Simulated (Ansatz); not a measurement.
Given this structure:

```
Ag
1.0
     3.47687    0.00000    0.00000
     0.00000    3.47687    0.00000
     0.00000    0.00000    3.39409
Ag
2
Direct
  0.00000 0.00000 0.00000
  0.50000 0.50000 0.50000
```

What does this file describe?

The element is silver. It is body-centred tetragonal, space group I4/mmm (No. 139). The cell holds two atoms.

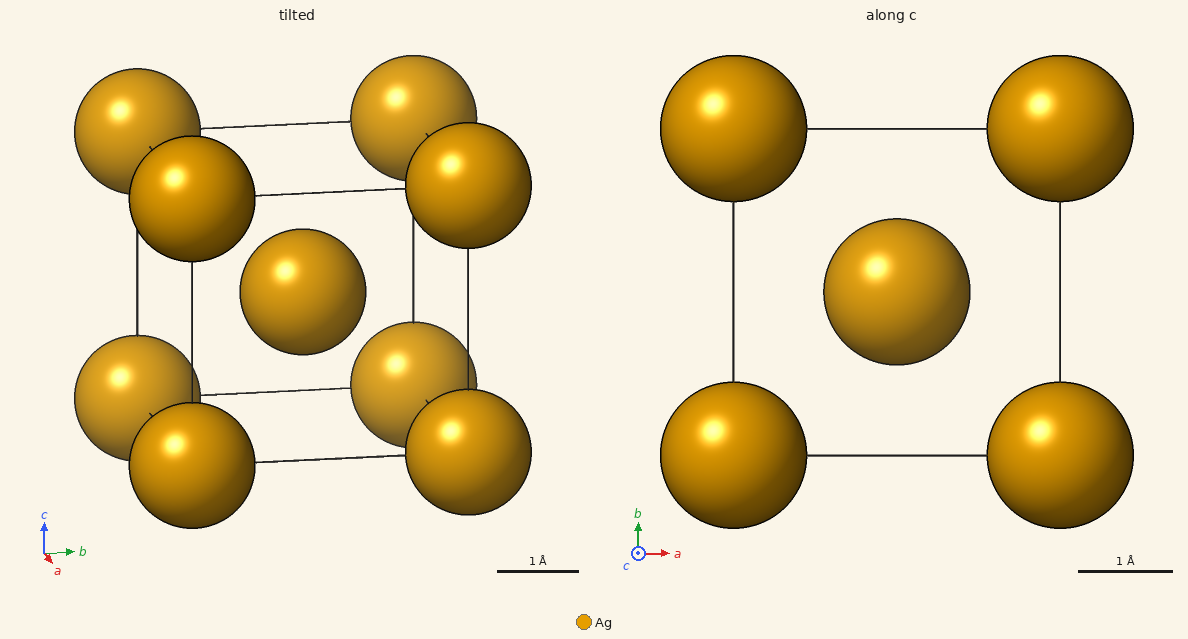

The figure gives a spheres-only picture of the atoms, viewed slightly off an axis and along the c axis. One conventional unit cell is framed, with atoms on its boundary repeated.

It goes back to a structure listed in the Materials Project. The cell was then strained or its atoms displaced on purpose. It went into a calculation with Ansatz.

At this level of theory the cell isn't at rest (stretched, at -16 GPa), so its distances can differ from those at equilibrium, the more so the softer the solid.
